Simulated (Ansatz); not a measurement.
## Run report: SnO2, molecular dynamics (part 2 of 3)

The same run, continued: SnO2 (P1, 24 atoms in the cell); DFT PBE, scalar-relativistic, plane waves, PAW, PAW set soft_1, no spin polarisation (Ansatz 0.2.0); cutoff 420 eV, 2×2×2 k-mesh, Fermi–Dirac smearing of 0.3 eV. The structure derives from a Materials Project entry. It belongs to a series of runs on one base structure; here: dynamics from the last frame of the run before.

Geometry of the input (Å; fractional positions):
```
-4.8429  -4.8429  0.0000
4.8429  -4.8429  0.0000
0.0000  0.0000  6.5202
Sn -0.0464  0.4882  0.2112
Sn 0.4964  0.5315  -0.0193
O  -0.0236  0.1489  0.2179
O  0.0165  0.7837  0.1864
O  0.1970  0.4840  -0.0265
O  0.7966  0.4676  -0.0158
Sn 0.0734  0.4948  0.6890
Sn 0.4711  0.5579  0.4458
O  0.0081  0.2271  0.7024
O  0.1106  0.8102  0.7086
O  0.1846  0.5446  0.4162
O  0.8202  0.5685  0.4879
Sn 0.5633  0.0294  0.2470
Sn 0.0083  -0.0291  -0.0341
O  0.4912  0.7352  0.2220
O  0.5104  0.3395  0.1904
O  0.7348  0.0191  -0.0096
O  0.3056  0.0050  -0.0111
Sn 0.4715  0.0376  0.7308
Sn -0.0270  -0.0426  0.4605
O  0.4889  0.7719  0.7269
O  0.4261  0.3292  0.7531
O  0.6960  0.0501  0.5362
O  0.3423  0.0021  0.4331
```

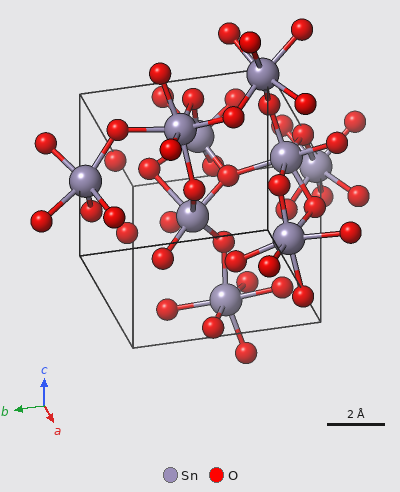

The geometry at step 73 of the log (ball-and-stick view of the cell of the calculation, seen at an oblique angle; bonded neighbours outside the cell are drawn too).

## The program's output, continued
```
md step    38: t =    38.00 fs  T =  2573.1 K  F+E_penalty+E_count = -57264.25748938 eV  E_kin = 7.649698 eV  conserved = -57255.97161003 eV  (4 SCF iters)
md step    39: t =    39.00 fs  T =  2648.0 K  F+E_penalty+E_count = -57264.52307487 eV  E_kin = 7.872407 eV  conserved = -57255.97235568 eV  (4 SCF iters)
md step    40: t =    40.00 fs  T =  2722.0 K  F+E_penalty+E_count = -57264.78962468 eV  E_kin = 8.092586 eV  conserved = -57255.97319008 eV  (10 SCF iters)
md step    41: t =    41.00 fs  T =  2790.8 K  F+E_penalty+E_count = -57265.04414121 eV  E_kin = 8.296991 eV  conserved = -57255.97403322 eV  (4 SCF iters)
md step    42: t =    42.00 fs  T =  2849.8 K  F+E_penalty+E_count = -57265.27357764 eV  E_kin = 8.472424 eV  conserved = -57255.97480132 eV  (5 SCF iters)
md step    43: t =    43.00 fs  T =  2895.1 K  F+E_penalty+E_count = -57265.46615834 eV  E_kin = 8.607067 eV  conserved = -57255.97542302 eV  (5 SCF iters)
md step    44: t =    44.00 fs  T =  2923.5 K  F+E_penalty+E_count = -57265.61249640 eV  E_kin = 8.691615 eV  conserved = -57255.97585217 eV  (4 SCF iters)
md step    45: t =    45.00 fs  T =  2933.1 K  F+E_penalty+E_count = -57265.70634052 eV  E_kin = 8.720038 eV  conserved = -57255.97606966 eV  (4 SCF iters)
md step    46: t =    46.00 fs  T =  2923.0 K  F+E_penalty+E_count = -57265.74490867 eV  E_kin = 8.689915 eV  conserved = -57255.97607688 eV  (4 SCF iters)
md step    47: t =    47.00 fs  T =  2893.5 K  F+E_penalty+E_count = -57265.72886269 eV  E_kin = 8.602403 eV  conserved = -57255.97589114 eV  (4 SCF iters)
md step    48: t =    48.00 fs  T =  2846.3 K  F+E_penalty+E_count = -57265.66202100 eV  E_kin = 8.461925 eV  conserved = -57255.97554087 eV  (4 SCF iters)
md step    49: t =    49.00 fs  T =  2783.6 K  F+E_penalty+E_count = -57265.55091010 eV  E_kin = 8.275686 eV  conserved = -57255.97505580 eV  (4 SCF iters)
md step    50: t =    50.00 fs  T =  2708.8 K  F+E_penalty+E_count = -57265.40423628 eV  E_kin = 8.053099 eV  conserved = -57255.97446678 eV  (10 SCF iters)
md step    51: t =    51.00 fs  T =  2625.4 K  F+E_penalty+E_count = -57265.23233658 eV  E_kin = 7.805182 eV  conserved = -57255.97380582 eV  (4 SCF iters)
md step    52: t =    52.00 fs  T =  2537.5 K  F+E_penalty+E_count = -57265.04664102 eV  E_kin = 7.543981 eV  conserved = -57255.97310141 eV  (5 SCF iters)
md step    53: t =    53.00 fs  T =  2449.4 K  F+E_penalty+E_count = -57264.85915419 eV  E_kin = 7.282001 eV  conserved = -57255.97238175 eV  (5 SCF iters)
md step    54: t =    54.00 fs  T =  2365.2 K  F+E_penalty+E_count = -57264.68194170 eV  E_kin = 7.031658 eV  conserved = -57255.97167976 eV  (4 SCF iters)
md step    55: t =    55.00 fs  T =  2288.9 K  F+E_penalty+E_count = -57264.52658900 eV  E_kin = 6.804719 eV  conserved = -57255.97103441 eV  (4 SCF iters)
md step    56: t =    56.00 fs  T =  2223.9 K  F+E_penalty+E_count = -57264.40359846 eV  E_kin = 6.611693 eV  conserved = -57255.97048827 eV  (4 SCF iters)
md step    57: t =    57.00 fs  T =  2173.3 K  F+E_penalty+E_count = -57264.32171113 eV  E_kin = 6.461169 eV  conserved = -57255.97008851 eV  (4 SCF iters)
md step    58: t =    58.00 fs  T =  2139.0 K  F+E_penalty+E_count = -57264.28718373 eV  E_kin = 6.359113 eV  conserved = -57255.96988474 eV  (4 SCF iters)
md step    59: t =    59.00 fs  T =  2121.9 K  F+E_penalty+E_count = -57264.30310557 eV  E_kin = 6.308239 eV  conserved = -57255.96991558 eV  (5 SCF iters)
md step    60: t =    60.00 fs  T =  2121.6 K  F+E_penalty+E_count = -57264.36888399 eV  E_kin = 6.307548 eV  conserved = -57255.97019857 eV  (10 SCF iters)
md step    61: t =    61.00 fs  T =  2136.6 K  F+E_penalty+E_count = -57264.48004131 eV  E_kin = 6.352177 eV  conserved = -57255.97072363 eV  (5 SCF iters)
md step    62: t =    62.00 fs  T =  2164.0 K  F+E_penalty+E_count = -57264.62842475 eV  E_kin = 6.433658 eV  conserved = -57255.97145238 eV  (4 SCF iters)
md step    63: t =    63.00 fs  T =  2200.0 K  F+E_penalty+E_count = -57264.80285126 eV  E_kin = 6.540599 eV  conserved = -57255.97232284 eV  (4 SCF iters)
md step    64: t =    64.00 fs  T =  2240.1 K  F+E_penalty+E_count = -57264.99012087 eV  E_kin = 6.659720 eV  conserved = -57255.97325578 eV  (4 SCF iters)
md step    65: t =    65.00 fs  T =  2279.6 K  F+E_penalty+E_count = -57265.17625450 eV  E_kin = 6.777097 eV  conserved = -57255.97416775 eV  (4 SCF iters)
md step    66: t =    66.00 fs  T =  2314.0 K  F+E_penalty+E_count = -57265.34778267 eV  E_kin = 6.879445 eV  conserved = -57255.97498332 eV  (4 SCF iters)
md step    67: t =    67.00 fs  T =  2339.5 K  F+E_penalty+E_count = -57265.49292310 eV  E_kin = 6.955287 eV  conserved = -57255.97563882 eV  (4 SCF iters)
md step    68: t =    68.00 fs  T =  2353.2 K  F+E_penalty+E_count = -57265.60253330 eV  E_kin = 6.995884 eV  conserved = -57255.97608989 eV  (4 SCF iters)
md step    69: t =    69.00 fs  T =  2353.2 K  F+E_penalty+E_count = -57265.67077556 eV  E_kin = 6.995869 eV  conserved = -57255.97631253 eV  (4 SCF iters)
md step    70: t =    70.00 fs  T =  2338.9 K  F+E_penalty+E_count = -57265.69548146 eV  E_kin = 6.953580 eV  conserved = -57255.97630065 eV  (10 SCF iters)
md step    71: t =    71.00 fs  T =  2311.2 K  F+E_penalty+E_count = -57265.67822887 eV  E_kin = 6.871100 eV  conserved = -57255.97606507 eV  (4 SCF iters)
md step    72: t =    72.00 fs  T =  2271.8 K  F+E_penalty+E_count = -57265.62415866 eV  E_kin = 6.754034 eV  conserved = -57255.97562711 eV  (4 SCF iters)
md step    73: t =    73.00 fs  T =  2223.7 K  F+E_penalty+E_count = -57265.54155578 eV  E_kin = 6.611047 eV  conserved = -57255.97502306 eV  (5 SCF iters)
md step    74: t =    74.00 fs  T =  2170.6 K  F+E_penalty+E_count = -57265.44121502 eV  E_kin = 6.453196 eV  conserved = -57255.97430436 eV  (4 SCF iters)
md step    75: t =    75.00 fs  T =  2116.8 K  F+E_penalty+E_count = -57265.33561015 eV  E_kin = 6.293078 eV  conserved = -57255.97353300 eV  (4 SCF iters)
md step    76: t =    76.00 fs  T =  2066.6 K  F+E_penalty+E_count = -57265.23789284 eV  E_kin = 6.143818 eV  conserved = -57255.97278040 eV  (3 SCF iters)
md step    77: t =    77.00 fs  T =  2024.2 K  F+E_penalty+E_count = -57265.16076874 eV  E_kin = 6.017963 eV  conserved = -57255.97212028 eV  (4 SCF iters)
md step    78: t =    78.00 fs  T =  1993.4 K  F+E_penalty+E_count = -57265.11532889 eV  E_kin = 5.926330 eV  conserved = -57255.97162384 eV  (4 SCF iters)
md step    79: t =    79.00 fs  T =  1976.8 K  F+E_penalty+E_count = -57265.10995072 eV  E_kin = 5.876945 eV  conserved = -57255.97135086 eV  (4 SCF iters)
md step    80: t =    80.00 fs  T =  1975.9 K  F+E_penalty+E_count = -57265.14940720 eV  E_kin = 5.874204 eV  conserved = -57255.97133730 eV  (9 SCF iters)
md step    81: t =    81.00 fs  T =  1990.7 K  F+E_penalty+E_count = -57265.23433570 eV  E_kin = 5.918377 eV  conserved = -57255.97158943 eV  (4 SCF iters)
md step    82: t =    82.00 fs  T =  2020.1 K  F+E_penalty+E_count = -57265.36118171 eV  E_kin = 6.005592 eV  conserved = -57255.97207830 eV  (4 SCF iters)
md step    83: t =    83.00 fs  T =  2061.3 K  F+E_penalty+E_count = -57265.52266580 eV  E_kin = 6.128322 eV  conserved = -57255.97274308 eV  (4 SCF iters)
md step    84: t =    84.00 fs  T =  2111.1 K  F+E_penalty+E_count = -57265.70871506 eV  E_kin = 6.276316 eV  conserved = -57255.97350219 eV  (4 SCF iters)
md step    85: t =    85.00 fs  T =  2165.4 K  F+E_penalty+E_count = -57265.90770431 eV  E_kin = 6.437837 eV  conserved = -57255.97427004 eV  (4 SCF iters)
md step    86: t =    86.00 fs  T =  2220.3 K  F+E_penalty+E_count = -57266.10778203 eV  E_kin = 6.600967 eV  conserved = -57255.97497095 eV  (4 SCF iters)
md step    87: t =    87.00 fs  T =  2272.1 K  F+E_penalty+E_count = -57266.29805498 eV  E_kin = 6.754783 eV  conserved = -57255.97554723 eV  (3 SCF iters)
md step    88: t =    88.00 fs  T =  2317.6 K  F+E_penalty+E_count = -57266.46946229 eV  E_kin = 6.890216 eV  conserved = -57255.97596940 eV  (4 SCF iters)
md step    89: t =    89.00 fs  T =  2354.7 K  F+E_penalty+E_count = -57266.61526485 eV  E_kin = 7.000533 eV  conserved = -57255.97623362 eV  (5 SCF iters)
md step    90: t =    90.00 fs  T =  2381.9 K  F+E_penalty+E_count = -57266.73117298 eV  E_kin = 7.081471 eV  conserved = -57255.97635151 eV  (10 SCF iters)
md step    91: t =    91.00 fs  T =  2398.6 K  F+E_penalty+E_count = -57266.81520063 eV  E_kin = 7.131088 eV  conserved = -57255.97634451 eV  (4 SCF iters)
md step    92: t =    92.00 fs  T =  2404.8 K  F+E_penalty+E_count = -57266.86735926 eV  E_kin = 7.149458 eV  conserved = -57255.97623856 eV  (4 SCF iters)
md step    93: t =    93.00 fs  T =  2401.1 K  F+E_penalty+E_count = -57266.88929265 eV  E_kin = 7.138302 eV  conserved = -57255.97605666 eV  (5 SCF iters)
md step    94: t =    94.00 fs  T =  2388.4 K  F+E_penalty+E_count = -57266.88392669 eV  E_kin = 7.100636 eV  conserved = -57255.97581632 eV  (4 SCF iters)
md step    95: t =    95.00 fs  T =  2368.2 K  F+E_penalty+E_count = -57266.85517304 eV  E_kin = 7.040465 eV  conserved = -57255.97553188 eV  (4 SCF iters)
md step    96: t =    96.00 fs  T =  2341.9 K  F+E_penalty+E_count = -57266.80769774 eV  E_kin = 6.962541 eV  conserved = -57255.97521381 eV  (4 SCF iters)
md step    97: t =    97.00 fs  T =  2311.5 K  F+E_penalty+E_count = -57266.74674042 eV  E_kin = 6.872182 eV  conserved = -57255.97486893 eV  (4 SCF iters)
md step    98: t =    98.00 fs  T =  2278.9 K  F+E_penalty+E_count = -57266.67795131 eV  E_kin = 6.775092 eV  conserved = -57255.97450680 eV  (4 SCF iters)
md step    99: t =    99.00 fs  T =  2246.0 K  F+E_penalty+E_count = -57266.60720390 eV  E_kin = 6.677165 eV  conserved = -57255.97414267 eV  (4 SCF iters)
md step   100: t =   100.00 fs  T =  2214.7 K  F+E_penalty+E_count = -57266.54034239 eV  E_kin = 6.584234 eV  conserved = -57255.97379720 eV  (10 SCF iters)
md step   101: t =   101.00 fs  T =  2186.9 K  F+E_penalty+E_count = -57266.48284282 eV  E_kin = 6.501728 eV  conserved = -57255.97349766 eV  (4 SCF iters)
md step   102: t =   102.00 fs  T =  2164.2 K  F+E_penalty+E_count = -57266.43939960 eV  E_kin = 6.434265 eV  conserved = -57255.97327294 eV  (5 SCF iters)
md step   103: t =   103.00 fs  T =  2147.8 K  F+E_penalty+E_count = -57266.41348615 eV  E_kin = 6.385222 eV  conserved = -57255.97314831 eV  (5 SCF iters)
md step   104: t =   104.00 fs  T =  2138.0 K  F+E_penalty+E_count = -57266.40696813 eV  E_kin = 6.356356 eV  conserved = -57255.97314101 eV  (4 SCF iters)
md step   105: t =   105.00 fs  T =  2135.1 K  F+E_penalty+E_count = -57266.41985727 eV  E_kin = 6.347577 eV  conserved = -57255.97325425 eV  (5 SCF iters)
md step   106: t =   106.00 fs  T =  2138.2 K  F+E_penalty+E_count = -57266.45027708 eV  E_kin = 6.356915 eV  conserved = -57255.97347565 eV  (3 SCF iters)
md step   107: t =   107.00 fs  T =  2146.2 K  F+E_penalty+E_count = -57266.49467204 eV  E_kin = 6.380741 eV  conserved = -57255.97377758 eV  (4 SCF iters)
preconditioner: auto → Resta (
[...]
SCF iter   4: F=—  HF=-57265.844419 eV  |F-HF|=—  |Δ(HF+E_count)|=   1.56e-4  Δρ=2.50e-4  dr2=1.82e-4  ethr=8.57e-7  ⟨swp⟩=2.4  Hψ=1575  notcnv=0
SCF iter   5: F=—  HF=-57265.844405 eV  |F-HF|=—  |Δ(HF+E_count)|=   1.40e-5  Δρ=1.21e-4  dr2=3.75e-5  ethr=8.74e-8  ⟨swp⟩=2.0  Hψ=1487  notcnv=0
SCF iter   6: F=—  HF=-57265.844478 eV  |F-HF|=—  |Δ(HF+E_count)|=   7.26e-5  Δρ=5.44e-5  dr2=7.97e-6  ethr=1.80e-8  ⟨swp⟩=3.0  Hψ=1917  notcnv=0
SCF iter   7: F=—  HF=-57265.844367 eV  |F-HF|=—  |Δ(HF+E_count)|=   1.10e-4  Δρ=1.88e-5  dr2=7.84e-7  ethr=3.83e-9  ⟨swp⟩=2.0  Hψ=1348  notcnv=0
SCF iter   8: F=—  HF=-57265.844368 eV  |F-HF|=—  |Δ(HF+E_count)|=   6.50e-7  Δρ=1.09e-5  dr2=3.15e-7  ethr=3.77e-10  ⟨swp⟩=2.0  Hψ=1488  notcnv=0
SCF iter   9: F=-57265.844368 eV  HF=-57265.844368 eV  |F-HF|=8.75e-9  |Δ(HF+E_count)|=   3.49e-8  Δρ=2.84e-6  dr2=2.36e-8  ethr=1.15e-11  ⟨swp⟩=3.9  Hψ=3997  notcnv=0
SCF 261 converged in 9 iterations: F = -57265.844368 eV  dr2 = 2.36e-8
md step   260: t =   260.00 fs  T =  2360.1 K  F+E_penalty+E_count = -57265.84436813 eV  E_kin = 7.016406 eV  conserved = -57255.97251023 eV  (9 SCF iters)
```

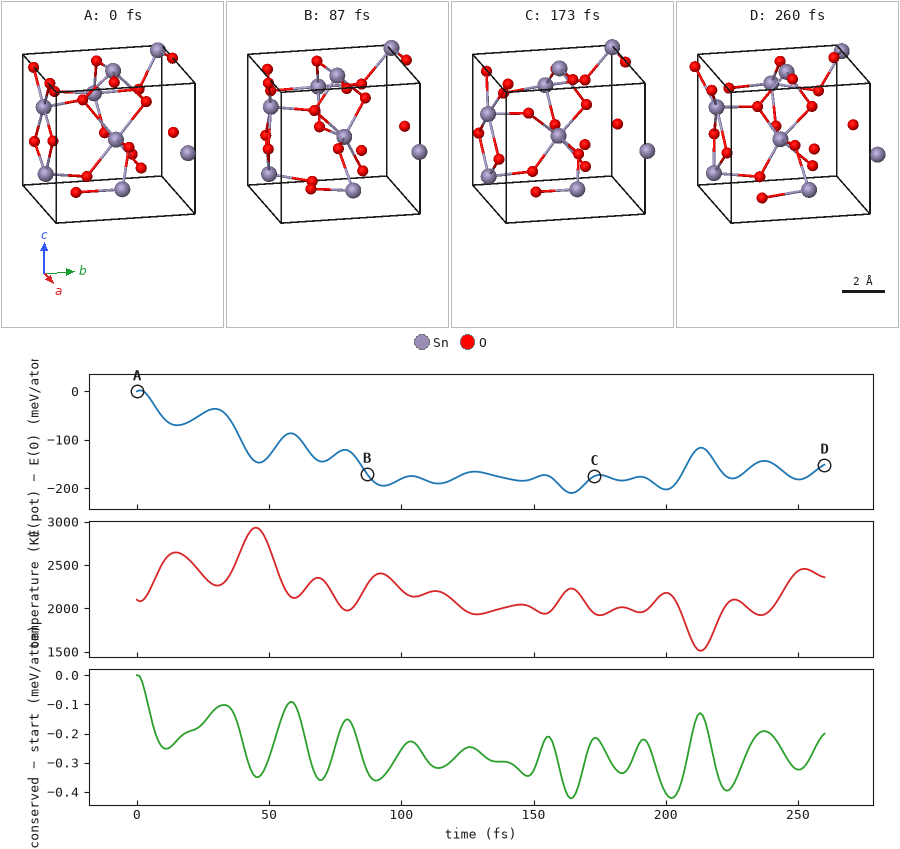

Frames of the molecular dynamics (ball-and-stick, simulation cell, seen slightly off an axis) above the curves, on which the letters mark them. The trajectory kept here has 261 frames over 260 fs. The temperature starts at 2100 K, ranges from 1510 to 2933 K and averages 2032 K over the second half. The potential energy ends 151.4 meV/atom below its first value. The conserved quantity stays within 0.42 meV/atom. With the common drift removed, the root-mean-square displacement is 0.51 Å.

```
SCF converged after 9 iterations
Free energy (F): -57265.844368 eV
Harris-Foulkes:  -57265.844368 eV  (|F-HF|=8.75e-9)
Internal energy: -57265.438273 eV  (E = F + TS)
E sigma→0 (E₀):  -57265.641320 eV
Entropy (-TS):   -0.406095 eV (-16.921 meV/atom)
Fermi energy:    9.684248 eV
--- Per-component energies (eV) ---
  E_band       = -627.415558
  E_kinetic    = 4048.848398
  E_local      = -13124.670673  (includes V_loc(G=0)·N_el)
  E_nonlocal   = 2001.036562
  E_hartree    = 5930.303717
  E_xc         = -2140.275377
  E_vxc        = -2090.846701  (∫ρ·V_xc dr)
  E_paw        = -37589.494318  (= ΣΔE_a)
  E_vpaw       = -3322.403150  (= ΣTr[D̂ρ^β])
  E_aug_tail   = 0.014588  (compensation charges beyond the density's cutoff)
  E_ewald      = -16391.201169
  E_smearing   = -0.406095  (= −TS)
  E_closure    = 0.000000  (closes the sum)
  Σ components = -57265.844368   (vs F -57265.844368, Δ=0.00e0)
--- Forces (eV/Å), atoms counted from 1 ---
  atom   1  Sn    -1.71395297     3.58309582     0.74225289
  atom   2  Sn     1.75416252    -1.84403719    -1.75046850
  atom   3  O      0.79695232    -0.72577270     1.33600605
  atom   4  O      3.66473766    -1.81940092    -0.34607987
  atom   5  O      0.00253983     0.65117735     0.22293556
  atom   6  O     -0.42423329    -1.25572609    -1.82506729
  atom   7  Sn    -0.17802724    -0.68287558    -1.26251709
  atom   8  Sn     2.14361678    -1.93749817    -0.09756339
  atom   9  O      2.45778529    -1.48711363    -2.32261229
  atom  10  O     -0.18111168     2.06841820     1.88337603
  atom  11  O     -1.93683175    -0.74547893     0.92540954
  atom  12  O     -1.11778516    -0.07787835    -1.05340390
  atom  13  Sn    -0.96088202    -0.13785988    -0.46909252
  atom  14  Sn    -2.65636036     3.07782345     0.61283684
  atom  15  O      0.25370151     0.55279374    -0.86536956
  atom  16  O     -1.32875198     2.47603842     1.16422432
  atom  17  O      0.38918907    -2.73577513     2.10549705
  atom  18  O      1.59128500    -2.77879144    -1.67178574
  atom  19  Sn    -0.62766847     1.69659931    -1.11877380
  atom  20  Sn    -2.41058843    -1.29626432     0.96213631
  atom  21  O      1.03282178     1.00246294    -0.16575334
  atom  22  O     -2.16355424     0.74867724     3.19283700
  atom  23  O      2.27791981     2.11058941     0.43253305
  atom  24  O     -0.66492643    -0.44334968    -0.63155520
  max |Σ_I F_I| component: 1.46e-4 eV/Å
--- MD trajectory: 260 steps, t = 0.0 → 260.0 fs ---
  final state: T = 2360.1 K   F+E_penalty+E_count = -57265.84436813 eV   E_kin = 7.016406 eV
  conserved energy: peak-to-peak 1.013e-2 eV (4.222e-4 eV/atom) over 260.0 fs
```
